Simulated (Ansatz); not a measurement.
# Si6H2O13: geometry relaxation (part 1 of 4)

System: Si6H2O13 (slab, 21 atoms in the cell).
Method: DFT PBE+D3(BJ), scalar-relativistic, plane waves, PAW, no spin polarisation (Ansatz 0.2.0).

The structure derives from an entry of the Crystallography Open Database. The input holds or restrains some coordinates. It belongs to a series of runs on one base structure; here: 1 H2O a cell, flat, over a hollow Si-O-O site.

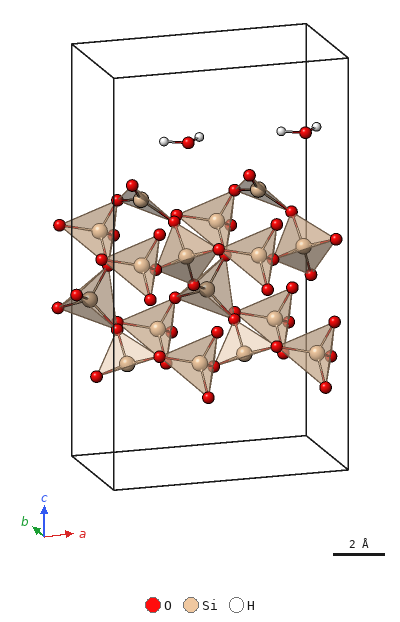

Fig. 1: The input geometry (polyhedral view of the 2 × 1 repeat of the cell, with the vacuum cut short, seen slightly off an axis; polyhedra are completed across the faces of the cell).

## Input
```yaml
crystal:
  lattice:
    - [4.9152816296, 0.0, 0.0]
    - [0.0, 5.4220874143, 0.0]
    - [0.0, 0.0, 25.926851909]
  atoms:
    - { symbol: O, position: [0.7268435887, 0.779771652, 0.3085604078] }
    - { symbol: O, position: [0.931090104, 0.220228348, 0.3309163331] }
    - { symbol: Si, position: [0.2330595199, 0.3333333333, 0.3401057702] }
    - { symbol: Si, position: [0.7330595199, 0.0, 0.3512311528] }
    - { symbol: O, position: [0.431090104, 0.1131049854, 0.3604205899] }
    - { symbol: O, position: [0.2268435887, 0.5535616813, 0.3827765151] }
    - { symbol: O, position: [0.8420663073, 0.8868950146, 0.4054042375] }
    - { symbol: Si, position: [0.0338809602, 0.6666666667, 0.4277601627] }
    - { symbol: O, position: [0.8420663073, 0.4464383187, 0.4501160878] }
    - { symbol: O, position: [0.2297436826, 0.7728703875, 0.4730611379] }
    - { symbol: O, position: [0.433986764, 0.2133528135, 0.4937531784] }
    - { symbol: Si, position: [0.7357008884, 0.3264992191, 0.5037831734] }
    - { symbol: Si, position: [0.236408118, -0.0036165836, 0.5154428434] }
    - { symbol: O, position: [0.9351925406, 0.1092187522, 0.5236434853] }
    - { symbol: O, position: [0.7115868539, 0.545843048, 0.5471299067] }
    - { symbol: O, position: [0.3462162775, 0.8785310264, 0.5693517639] }
    - { symbol: Si, position: [0.4484226511, 0.6031593992, 0.5837795984] }
    - { symbol: O, position: [0.3070007285, 0.4178739687, 0.6187889346] }
    - { symbol: O, position: [0.6874747027, 0.1463024456, 0.6955433361] }
    - { symbol: H, position: [0.5127045829, 0.2371346122, 0.6955433361] }
    - { symbol: H, position: [0.8282722402, 0.2769436367, 0.6955433361] }
basis:
  ecutwfc: 420
kpoints:
  mp_grid: { grid: [3, 3, 1] }
hamiltonian:
  xc: pbe
  dispersion: d3bj
scf:
  occupations: { method: gaussian, width: 0.05 }
output:
  forces: true
  eigenvalues: true
  write_density: true
  write_potential: true
  elf: true
  volumetric_format: npy
relax:
  adjacent_minimum: "off"
  f_tol: 0.04
  max_steps: 100
  constraints: [{ sites: [0, 1, 2, 3, 4, 5, 6, 7, 8] }]
efield:
  axis: 3
  dipole_correction: true
  ramp_width: 0.04
```

Run as:
```bash
ansatz run input.yaml --threads 2 --pin off --max-ram 5120MiB --backend cpu --events-out ev --progress --plain --runs-dir out
```

## The program's output
```
Engine: ansatz 0.2.0, aarch64-unknown-linux-gnu
Pseudopotentials: kind: paw
Pseudopotential: O, paw, valence charge 6, recommended cutoff 420 eV (normal), O.paw.azcp
Pseudopotential: Si, paw, valence charge 4, recommended cutoff 420 eV (normal), Si.paw.azcp
Pseudopotential: H, paw, valence charge 1, recommended cutoff 420 eV (normal), H.paw.azcp
Functional definition: PBE
  parameter kappa = 0.804
  parameter beta = 0.06672455060314922
  exchange = pbe_x(kappa = kappa, mu = beta*pi^2/3)
  correlation = pbe_c(beta = beta)
Crystal: 21 atoms, lattice volume = 690.979 Å³
Basis set: ecut = 420 eV, 13465 PW (Γ), exchange–correlation on 72×80×360 points (8 copies of the dense FFT grid, shifted against one another)
Bands: 73, of which v1, the nominal top of the filled ones, is band 52 counted from 1 (51 counted from 0)
Symmetry: 1 space group operations
Space group: P1 (ITA 1), of the structure as read, at distance tolerance 8.8e-5 Å
k-points: 5 of 9 (time reversal used)
Non-local potential: O, projectors of the file, l = 0: 2, l = 1: 2, l = 2: 1
Non-local potential: Si, projectors of the file, l = 0: 2, l = 1: 2, l = 2: 2
Non-local potential: H, projectors of the file, l = 0: 2, l = 1: 1
PAW form: soft (Blöchl's): semilocal exchange-correlation on the pseudo side does not see the compensation charge
PAW one-centre angular grid: O, 110 points (default); XC on 64 Gauss nodes
PAW one-centre angular grid: Si, 110 points (default); XC on 64 Gauss nodes
PAW one-centre angular grid: H, 110 points (default); XC on 64 Gauss nodes
Initial density: superposition of atomic densities (neutral atoms: chi_scale 0, normalization atom), corrected by the library's trained network
Initial wavefunctions: pseudopotential atomic-orbital guess
Functional: x = pbe(κ = 0.804, μ = 0.2195149727645171), c = pbe(β = 0.06672455060314922)
SCF iter   1: F=—  HF=-11237.433308 eV  |F-HF|=—  |Δ(HF+E_count)|=         —  Δρ=4.69e-3  dr2=2.82e-1  ethr=1.77e-3  p=0.284 e·Å  D=7.45e-2 V/Å  ΔV_dip=-1.93 eV  dr2_dipole=1.36e-1  V_vac-E_F(+/−)=4.88/6.81 eV  ⟨swp⟩=6.6  Hψ=1805  notcnv=0  defer=73
efield: sawtooth ramp at fractional position 0.9821 (placed from the atoms, in the widest stretch of the axis that holds none; the zero of the levels goes with the place), width 0.0400; the density the first Hamiltonian is built on has a dipole p = 0.284 e·Å; the dipole correction subtracts the counter field D = 7.45e-2 V/Å, which shifts the + side's vacuum level by -1.93 eV against the − side's; the planar-averaged density in the ramp window peaks in size at 3.5e-6 e/Å³
preconditioner: auto → Resta (q_TF=auto, 1.990 Å⁻¹)  ε∞=1.9  [insulator: Δε(μ)=0.464 eV  Ē_g=15.108 eV  σ=0.050 eV  W_gap=1.00  n_scr=104 (ndim 8)  ℏωp=14.4 eV  f_vac=0.594  D(μ)=0.00/eV (n_scr^D=0)  ε∞_Penn≈1.9  vacuum switching on, ρ_ref=1.7e-2 e/Å³]
SCF iter   2: F=—  HF=-11237.304508 eV  |F-HF|=—  |Δ(HF+E_count)|=   1.29e-1  Δρ=3.19e-3  dr2=5.81e-2  ethr=2.71e-4  p=-0.035 e·Å  D=-9.13e-3 V/Å  ΔV_dip=0.24 eV  dr2_dipole=6.02e-3  V_vac-E_F(+/−)=6.94/6.70 eV  ⟨swp⟩=3.8  Hψ=674  notcnv=0  defer=82
SCF iter   3: F=—  HF=-11237.292796 eV  |F-HF|=—  |Δ(HF+E_count)|=   1.17e-2  Δρ=2.37e-3  dr2=6.21e-2  ethr=5.58e-5  p=-0.113 e·Å  D=-2.95e-2 V/Å  ΔV_dip=0.77 eV  dr2_dipole=1.79e-2  V_vac-E_F(+/−)=7.30/6.53 eV  ⟨swp⟩=3.0  Hψ=662  notcnv=0  defer=77
SCF iter   4: F=—  HF=-11237.297425 eV  |F-HF|=—  |Δ(HF+E_count)|=   4.63e-3  Δρ=1.44e-3  dr2=2.57e-2  ethr=5.58e-5  p=-0.043 e·Å  D=-1.12e-2 V/Å  ΔV_dip=0.29 eV  dr2_dipole=1.02e-2  V_vac-E_F(+/−)=6.97/6.68 eV  ⟨swp⟩=3.4  Hψ=529  notcnv=0  defer=77
SCF iter   5: F=—  HF=-11237.292565 eV  |F-HF|=—  |Δ(HF+E_count)|=   4.86e-3  Δρ=1.67e-3  dr2=3.73e-2  ethr=2.47e-5  p=-0.084 e·Å  D=-2.19e-2 V/Å  ΔV_dip=0.57 eV  dr2_dipole=3.63e-3  V_vac-E_F(+/−)=7.23/6.67 eV  ⟨swp⟩=2.4  Hψ=468  notcnv=0  defer=78
SCF iter   6: F=—  HF=-11237.287922 eV  |F-HF|=—  |Δ(HF+E_count)|=   4.64e-3  Δρ=3.54e-4  dr2=1.65e-3  ethr=2.47e-5  p=-0.110 e·Å  D=-2.87e-2 V/Å  ΔV_dip=0.74 eV  dr2_dipole=4.73e-4  V_vac-E_F(+/−)=7.31/6.57 eV  ⟨swp⟩=2.0  Hψ=306  notcnv=0  defer=78
SCF iter   7: F=—  HF=-11237.289304 eV  |F-HF|=—  |Δ(HF+E_count)|=   1.38e-3  Δρ=1.71e-3  dr2=8.25e-2  ethr=1.59e-6  p=-0.125 e·Å  D=-3.27e-2 V/Å  ΔV_dip=0.85 eV  dr2_dipole=4.27e-2  V_vac-E_F(+/−)=7.37/6.52 eV  ⟨swp⟩=2.8  Hψ=594  notcnv=0  defer=72
SCF iter   8: F=—  HF=-11237.288727 eV  |F-HF|=—  |Δ(HF+E_count)|=   5.77e-4  Δρ=4.78e-4  dr2=5.90e-3  ethr=1.59e-6  p=-0.103 e·Å  D=-2.70e-2 V/Å  ΔV_dip=0.70 eV  dr2_dipole=2.90e-3  V_vac-E_F(+/−)=7.31/6.61 eV  ⟨swp⟩=2.0  Hψ=465  notcnv=0  defer=72
SCF iter   9: F=—  HF=-11237.288470 eV  |F-HF|=—  |Δ(HF+E_count)|=   2.58e-4  Δρ=4.29e-4  dr2=5.07e-3  ethr=1.59e-6  p=-0.106 e·Å  D=-2.76e-2 V/Å  ΔV_dip=0.72 eV  dr2_dipole=2.57e-3  V_vac-E_F(+/−)=7.32/6.60 eV  ⟨swp⟩=1.0  Hψ=337  notcnv=0  defer=72
SCF iter  10: F=—  HF=-11237.287963 eV  |F-HF|=—  |Δ(HF+E_count)|=   5.07e-4  Δρ=2.73e-4  dr2=2.11e-3  ethr=1.59e-6  p=-0.111 e·Å  D=-2.92e-2 V/Å  ΔV_dip=0.76 eV  dr2_dipole=1.09e-3  V_vac-E_F(+/−)=7.33/6.58 eV  ⟨swp⟩=1.0  Hψ=292  notcnv=0  defer=72
SCF iter  11: F=—  HF=-11237.287826 eV  |F-HF|=—  |Δ(HF+E_count)|=   1.36e-4  Δρ=1.25e-4  dr2=4.10e-4  ethr=1.59e-6  p=-0.114 e·Å  D=-2.99e-2 V/Å  ΔV_dip=0.78 eV  dr2_dipole=2.03e-4  V_vac-E_F(+/−)=7.34/6.56 eV  ⟨swp⟩=1.0  Hψ=292  notcnv=0  defer=72
SCF iter  12: F=—  HF=-11237.287819 eV  |F-HF|=—  |Δ(HF+E_count)|=   7.46e-6  Δρ=1.14e-4  dr2=3.53e-4  ethr=3.94e-7  p=-0.117 e·Å  D=-3.06e-2 V/Å  ΔV_dip=0.79 eV  dr2_dipole=1.79e-4  V_vac-E_F(+/−)=7.35/6.55 eV  ⟨swp⟩=1.0  Hψ=420  notcnv=0  defer=72
SCF iter  13: F=-11237.287754 eV  HF=-11237.287806 eV  |F-HF|=5.14e-5  |Δ(HF+E_count)|=   1.34e-5  Δρ=3.45e-5  dr2=3.48e-5  ethr=3.85e-8  p=-0.116 e·Å  D=-3.04e-2 V/Å  ΔV_dip=0.79 eV  dr2_dipole=1.81e-5  V_vac-E_F(+/−)=7.34/6.56 eV  ⟨swp⟩=32.4  Hψ=4650  notcnv=0
SCF 1 converged in 13 iterations: F = -11237.287754 eV  dr2 = 3.48e-5
  greatest PAW one-centre occupation: 0.877 electrons in one spin orbital (limit 2), on the O atom at site 17 (counted from 0), in its partial waves of l = 0
relax step   1: F+E_penalty+E_count = -11237.28775418 eV  Δ(F+E_penalty+E_count) = +0.000e0 eV  max|allowed force component| = 8.184e-1 eV/Å  Δτ_max = 0.0000 Å  (13 SCF iters, dr2 threshold 4.00e-5 eV, accepted)
Initial density: handed on by an earlier stage of this run
Initial wavefunctions: those handed on with the density
iter 1 solved again at ethr=7.38e-5 eV; its pass at ethr=3.10e-3 eV (dr2=7.68e-2 eV) is discarded
SCF iter   1: F=—  HF=-11237.317718 eV  |F-HF|=—  |Δ(HF+E_count)|=         —  Δρ=4.92e-3  dr2=7.54e-2  ethr=7.38e-5  p=-0.116 e·Å  D=-3.04e-2 V/Å  ΔV_dip=0.79 eV  dr2_dipole=2.25e-3  V_vac-E_F(+/−)=7.34/6.55 eV  ⟨swp⟩=2.0  Hψ=1317  notcnv=0  defer=69
efield: sawtooth ramp at fractional position 0.9821 (handed on by an earlier solve), width 0.0400; the density the first Hamiltonian is built on has a dipole p = -0.116 e·Å; the dipole correction subtracts the counter field D = -3.04e-2 V/Å, which shifts the + side's vacuum level by +0.79 eV against the − side's; the planar-averaged density in the ramp window peaks in size at 6.3e-7 e/Å³
preconditioner: auto → LDOS  [insulator: Δε(μ)=0.132 eV  Ē_g=15.269 eV  σ=0.050 eV  W_gap=0.91  n_scr=104 (ndim 8)  ℏωp=14.4 eV  f_vac=0.593  D(μ)=2.13/eV (n_scr^D=6)  ε∞_Penn≈1.9  β→1.0]
SCF iter   2: F=—  HF=-11237.322583 eV  |F-HF|=—  |Δ(HF+E_count)|=   4.86e-3  Δρ=1.19e-3  dr2=1.05e-2  ethr=7.25e-5  p=-0.153 e·Å  D=-4.02e-2 V/Å  ΔV_dip=1.04 eV  dr2_dipole=5.61e-4  V_vac-E_F(+/−)=7.60/6.56 eV  ⟨swp⟩=3.0  Hψ=547  notcnv=0  defer=69
SCF iter   3: F=—  HF=-11237.322743 eV  |F-HF|=—  |Δ(HF+E_count)|=   1.59e-4  Δρ=6.33e-4  dr2=4.46e-3  ethr=1.01e-5  p=-0.160 e·Å  D=-4.19e-2 V/Å  ΔV_dip=1.09 eV  dr2_dipole=4.62e-4  V_vac-E_F(+/−)=7.64/6.56 eV  ⟨swp⟩=2.0  Hψ=594  notcnv=0  defer=75
SCF iter   4: F=—  HF=-11237.321859 eV  |F-HF|=—  |Δ(HF+E_count)|=   8.83e-4  Δρ=4.02e-4  dr2=1.12e-3  ethr=4.29e-6  p=-0.165 e·Å  D=-4.33e-2 V/Å  ΔV_dip=1.12 eV  dr2_dipole=8.67e-5  V_vac-E_F(+/−)=7.68/6.56 eV  ⟨swp⟩=2.0  Hψ=512  notcnv=0  defer=75
SCF iter   5: F=—  HF=-11237.321655 eV  |F-HF|=—  |Δ(HF+E_count)|=   2.04e-4  Δρ=2.08e-4  dr2=3.03e-4  ethr=1.08e-6  p=-0.168 e·Å  D=-4.39e-2 V/Å  ΔV_dip=1.14 eV  dr2_dipole=6.69e-6  V_vac-E_F(+/−)=7.69/6.56 eV  ⟨swp⟩=2.0  Hψ=600  notcnv=0  defer=75
SCF iter   6: F=—  HF=-11237.321619 eV  |F-HF|=—  |Δ(HF+E_count)|=   3.66e-5  Δρ=7.36e-5  dr2=5.38e-5  ethr=2.91e-7  p=-0.169 e·Å  D=-4.42e-2 V/Å  ΔV_dip=1.15 eV  dr2_dipole=1.75e-7  V_vac-E_F(+/−)=7.70/6.56 eV  ⟨swp⟩=2.0  Hψ=482  notcnv=0  defer=75
SCF iter   7: F=-11237.321621 eV  HF=-11237.321628 eV  |F-HF|=6.66e-6  |Δ(HF+E_count)|=   9.11e-6  Δρ=4.55e-5  dr2=2.25e-5  ethr=4.02e-8  p=-0.170 e·Å  D=-4.44e-2 V/Å  ΔV_dip=1.15 eV  dr2_dipole=1.43e-7  V_vac-E_F(+/−)=7.71/6.56 eV  ⟨swp⟩=26.6  Hψ=4401  notcnv=0
SCF 2 converged in 7 iterations: F = -11237.321621 eV  dr2 = 2.25e-5
relax step   2: F+E_penalty+E_count = -11237.32162098 eV  Δ(F+E_penalty+E_count) = -3.387e-2 eV  max|allowed force component| = 1.075e0 eV/Å  Δτ_max = 0.1963 Å  (7 SCF iters, dr2 threshold 4.19e-5 eV, accepted)
[... from here on the SCF iterations and repeated set-up lines of each step are left out, up to the last step ...]
SCF 3 converged in 36 iterations: F = -11237.384633 eV  dr2 = 2.26e-6
relax step   3: F+E_penalty+E_count = -11237.38463344 eV  Δ(F+E_penalty+E_count) = -6.301e-2 eV  max|allowed force component| = 7.629e-1 eV/Å  Δτ_max = 0.2000 Å  (36 SCF iters, dr2 threshold 7.22e-5 eV, accepted)
SCF 4 converged in 7 iterations: F = -11237.441111 eV  dr2 = 3.53e-5
relax step   4: F+E_penalty+E_count = -11237.44111055 eV  Δ(F+E_penalty+E_count) = -5.648e-2 eV  max|allowed force component| = 8.150e-1 eV/Å  Δτ_max = 0.1950 Å  (7 SCF iters, dr2 threshold 1.00e-4 eV, accepted)
SCF 5 converged in 8 iterations: F = -11237.502626 eV  dr2 = 7.20e-6
relax step   5: F+E_penalty+E_count = -11237.50262601 eV  Δ(F+E_penalty+E_count) = -6.152e-2 eV  max|allowed force component| = 8.350e-1 eV/Å  Δτ_max = 0.1948 Å  (8 SCF iters, dr2 threshold 1.00e-4 eV, accepted)
SCF 6 converged in 13 iterations: F = -11237.583242 eV  dr2 = 7.34e-5
relax step   6: F+E_penalty+E_count = -11237.58324197 eV  Δ(F+E_penalty+E_count) = -8.062e-2 eV  max|allowed force component| = 2.326e-1 eV/Å  Δτ_max = 0.1947 Å  (13 SCF iters, dr2 threshold 1.00e-4 eV, accepted)
SCF 7 converged in 9 iterations: F = -11237.661963 eV  dr2 = 3.94e-6
relax step   7: F+E_penalty+E_count = -11237.66196277 eV  Δ(F+E_penalty+E_count) = -7.872e-2 eV  max|allowed force component| = 3.073e-1 eV/Å  Δτ_max = 0.1949 Å  (9 SCF iters, dr2 threshold 4.20e-6 eV, accepted)
SCF 8 converged in 13 iterations: F = -11237.755857 eV  dr2 = 1.47e-8
relax step   8: F+E_penalty+E_count = -11237.75585735 eV  Δ(F+E_penalty+E_count) = -9.389e-2 eV  max|allowed force component| = 3.347e-1 eV/Å  Δτ_max = 0.1948 Å  (13 SCF iters, dr2 threshold 7.33e-6 eV, accepted)
SCF 9 converged in 7 iterations: F = -11237.865049 eV  dr2 = 9.22e-6
relax step   9: F+E_penalty+E_count = -11237.86504941 eV  Δ(F+E_penalty+E_count) = -1.092e-1 eV  max|allowed force component| = 5.097e-1 eV/Å  Δτ_max = 0.1938 Å  (7 SCF iters, dr2 threshold 1.00e-4 eV, accepted)
SCF 10 converged in 6 iterations: F = -11237.998847 eV  dr2 = 4.65e-5
relax step  10: F+E_penalty+E_count = -11237.99884720 eV  Δ(F+E_penalty+E_count) = -1.338e-1 eV  max|allowed force component| = 7.119e-1 eV/Å  Δτ_max = 0.1996 Å  (6 SCF iters, dr2 threshold 1.00e-4 eV, accepted)
SCF 11 converged in 7 iterations: F = -11238.161899 eV  dr2 = 8.27e-6
relax step  11: F+E_penalty+E_count = -11238.16189903 eV  Δ(F+E_penalty+E_count) = -1.631e-1 eV  max|allowed force component| = 8.964e-1 eV/Å  Δτ_max = 0.1981 Å  (7 SCF iters, dr2 threshold 1.00e-4 eV, accepted)
SCF 12 converged in 8 iterations: F = -11238.338927 eV  dr2 = 1.60e-6
relax step  12: F+E_penalty+E_count = -11238.33892655 eV  Δ(F+E_penalty+E_count) = -1.770e-1 eV  max|allowed force component| = 9.780e-1 eV/Å  Δτ_max = 0.1937 Å  (8 SCF iters, dr2 threshold 1.00e-4 eV, accepted)
SCF 13 converged in 8 iterations: F = -11238.505466 eV  dr2 = 9.07e-7
relax step  13: F+E_penalty+E_count = -11238.50546619 eV  Δ(F+E_penalty+E_count) = -1.665e-1 eV  max|allowed force component| = 9.356e-1 eV/Å  Δτ_max = 0.1913 Å  (8 SCF iters, dr2 threshold 1.00e-4 eV, accepted)
SCF 14 converged in 7 iterations: F = -11238.645403 eV  dr2 = 8.88e-6
relax step  14: F+E_penalty+E_count = -11238.64540296 eV  Δ(F+E_penalty+E_count) = -1.399e-1 eV  max|allowed force component| = 8.265e-1 eV/Å  Δτ_max = 0.1904 Å  (7 SCF iters, dr2 threshold 1.00e-4 eV, accepted)
SCF 15 converged in 7 iterations: F = -11238.813451 eV  dr2 = 1.32e-5
relax step  15: F+E_penalty+E_count = -11238.81345079 eV  Δ(F+E_penalty+E_count) = -1.680e-1 eV  max|allowed force component| = 4.842e-1 eV/Å  Δτ_max = 0.1971 Å  (7 SCF iters, dr2 threshold 1.00e-4 eV, accepted)
SCF 16 converged in 7 iterations: F = -11238.888455 eV  dr2 = 3.92e-5
relax step  16: F+E_penalty+E_count = -11238.88845488 eV  Δ(F+E_penalty+E_count) = -7.500e-2 eV  max|allowed force component| = 3.195e-1 eV/Å  Δτ_max = 0.1938 Å  (7 SCF iters, dr2 threshold 8.04e-5 eV, accepted)
SCF 17 converged in 7 iterations: F = -11238.935946 eV  dr2 = 2.77e-5
relax step  17: F+E_penalty+E_count = -11238.93594643 eV  Δ(F+E_penalty+E_count) = -4.749e-2 eV  max|allowed force component| = 4.327e-1 eV/Å  Δτ_max = 0.1941 Å  (7 SCF iters, dr2 threshold 3.50e-5 eV, accepted)
SCF 18 converged in 7 iterations: F = -11238.964883 eV  dr2 = 1.26e-5
relax step  18: F+E_penalty+E_count = -11238.96488294 eV  Δ(F+E_penalty+E_count) = -2.894e-2 eV  max|allowed force component| = 7.166e-1 eV/Å  Δτ_max = 0.1940 Å  (7 SCF iters, dr2 threshold 8.15e-5 eV, accepted)
SCF 19 converged in 6 iterations: F = -11238.977684 eV  dr2 = 2.00e-5
relax step  19: F+E_penalty+E_count = -11238.97768450 eV  Δ(F+E_penalty+E_count) = -1.280e-2 eV  max|allowed force component| = 8.580e-1 eV/Å  Δτ_max = 0.1546 Å  (6 SCF iters, dr2 threshold 1.00e-4 eV, accepted)
SCF 20 converged in 6 iterations: F = -11238.989761 eV  dr2 = 7.47e-6
relax step  20: F+E_penalty+E_count = -11238.98976142 eV  Δ(F+E_penalty+E_count) = -1.208e-2 eV  max|allowed force component| = 3.134e-1 eV/Å  Δτ_max = 0.0689 Å  (6 SCF iters, dr2 threshold 1.00e-4 eV, accepted)
SCF 21 converged in 8 iterations: F = -11238.986718 eV  dr2 = 5.73e-6
relax step  21: F+E_penalty+E_count = -11238.98671763 eV  Δ(F+E_penalty+E_count) = +3.044e-3 eV  max|allowed force component| = 2.257e-1 eV/Å  Δτ_max = 0.1353 Å  (8 SCF iters, dr2 threshold 1.31e-5 eV, rejected (line search))
SCF 22 converged in 9 iterations: F = -11239.001113 eV  dr2 = 2.63e-8
relax step  22: F+E_penalty+E_count = -11239.00111320 eV  Δ(F+E_penalty+E_count) = -1.135e-2 eV  max|allowed force component| = 4.930e-2 eV/Å  Δτ_max = 0.0659 Å  (9 SCF iters, accepted)
SCF 23 converged in 11 iterations: F = -11239.004263 eV  dr2 = 3.12e-10
relax step  23: F+E_penalty+E_count = -11239.00426341 eV  Δ(F+E_penalty+E_count) = -3.150e-3 eV  max|allowed force component| = 7.796e-2 eV/Å  Δτ_max = 0.0782 Å  (11 SCF iters, accepted)
```
